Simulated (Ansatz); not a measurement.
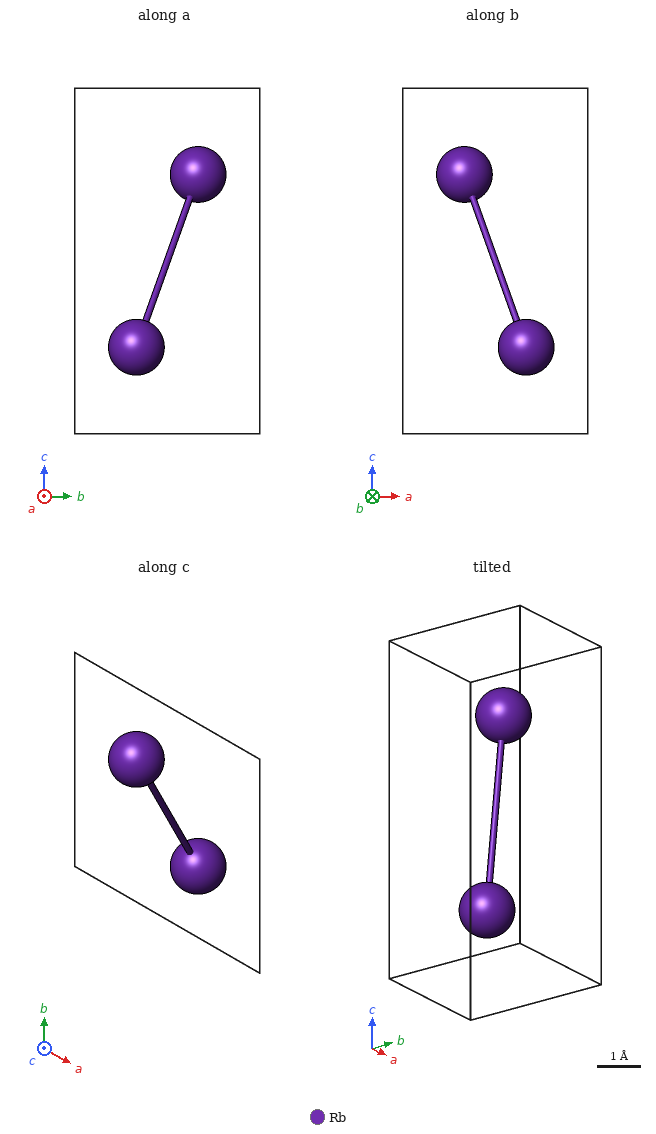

The figure gives a ball-and-stick picture of the atoms, viewed along the a axis, along the b axis, along the c axis and slightly off an axis. Atoms at the boundary of the conventional unit cell (the box) are drawn once for each face, edge or corner they touch.

Lattice parameters: a = 5.0727 Å, b = 5.0727 Å, c = 8.1932 Å, α = 90.000°, β = 90.000°, γ = 120.000°.

Write down what is shown as a CIF with its space group and independent sites.

Answer.
```cif
data_structure
_symmetry_space_group_name_H-M 'P 63/m m c'
_symmetry_Int_Tables_number 194
_cell_length_a 5.0727
_cell_length_b 5.0727
_cell_length_c 8.1932
_cell_angle_alpha 90.000
_cell_angle_beta 90.000
_cell_angle_gamma 120.000
_cell_volume 182.59
loop_
_atom_site_label
_atom_site_type_symbol
_atom_site_symmetry_multiplicity
_atom_site_Wyckoff_symbol
_atom_site_fract_x
_atom_site_fract_y
_atom_site_fract_z
_atom_site_occupancy
Rb1 Rb 2 d 0.3333 0.6667 0.7500 1
```

The initial geometry was a structure type filled with this element by a generator (whether the element takes this form wasn't checked). Earlier steps of the study may have refined or changed the cell and positions. Ansatz was used for an electronic-structure calculation on it.
